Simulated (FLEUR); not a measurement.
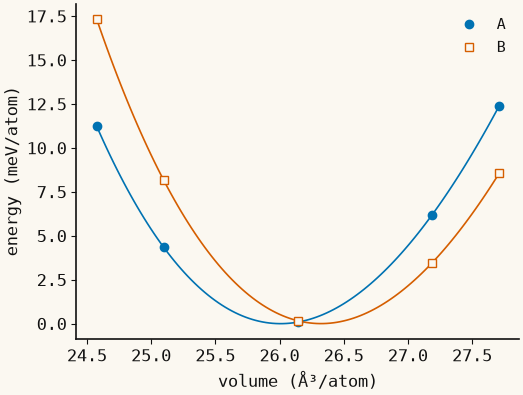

The figure shows the energy against volume, with one curve for each functional, for In (space group I4/mmm). The labels are replaced by letters. In alphabetical order the cases are: SCAN; r2SCAN.

Computed with FLEUR MaX-R8.1 (later development tree): all-electron LAPW DFT, no spin polarisation; energies at scaled volumes of the given cell, shape and fractions fixed, counted from the fit's minimum, third-order Birch-Murnaghan fit. All runs: no spin polarisation.

- k mesh: 11×11×11
- occupations: Fermi–Dirac
- smearing width: 0.05 eV
- potentials: all electron

**Which letter stands for which functional?**

A: SCAN; B: r2SCAN.

Limits of the calculation: shape and atomic fractions are frozen while scaling, which makes layered, chain and framework solids too stiff.
